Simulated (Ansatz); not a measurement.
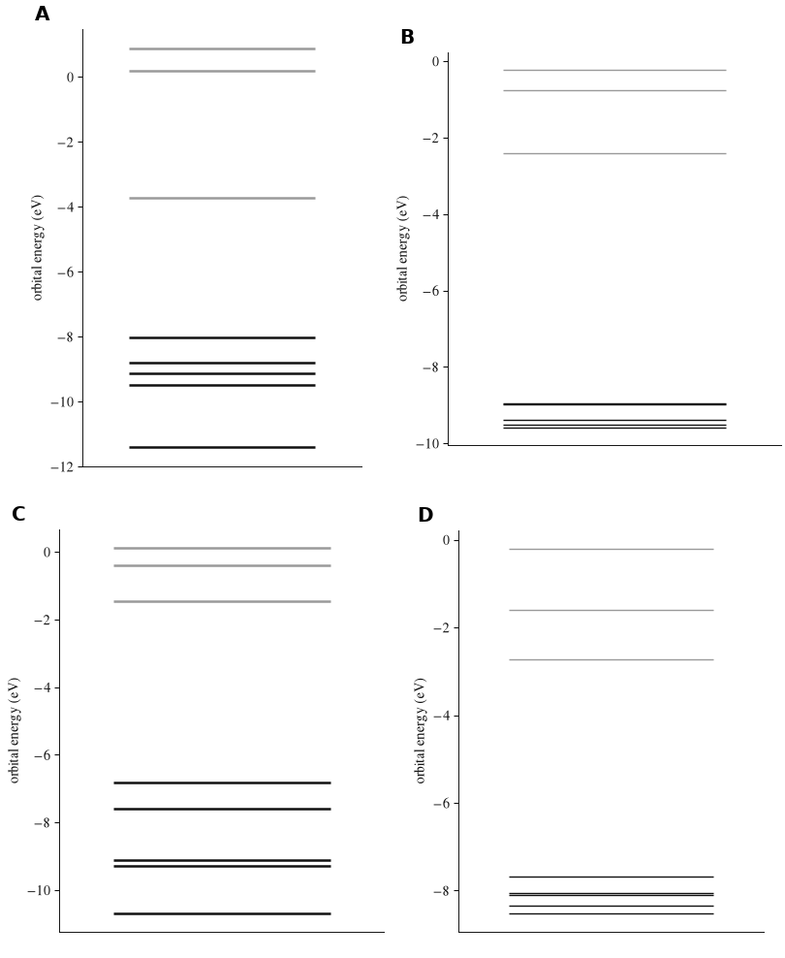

Kohn-Sham orbital energies near the frontier, r2SCANh/def2-TZVPP in the Ansatz code 0.2.0, at a PBE0-D4/def2-TZVP geometry (a minimum by its frequencies), isolated molecule; empty levels in grey, levels within 0.03 eV side by side.

**Assign the panels.**
1. C₄H₂O₃, SMILES O=C1C=CC(=O)O1
2. InSiH₄SOBr, SMILES [SiH3][O][In]([SH])[Br], singlet
3. CH₂GaNO, SMILES N#[C][GaH][OH], singlet
4. C₂H₂BFSe, SMILES C#C[Se]BF

A: 1 (HOMO −8.04 eV, LUMO −3.71 eV)
B: 3 (HOMO −8.95 eV, LUMO −2.41 eV)
C: 4 (HOMO −6.82 eV, LUMO −1.46 eV)
D: 2 (HOMO −7.67 eV, LUMO −2.74 eV)

Limits of at least one run: core potentials past krypton; empty levels above zero depend strongly on the basis; no scalar relativity up to krypton; one conformer of a flexible molecule; spin-orbit coupling is left out, and with Br and In it can shift these levels and split any degenerate set; spin-orbit coupling is left out, and with Se it can shift these levels and split any degenerate set.
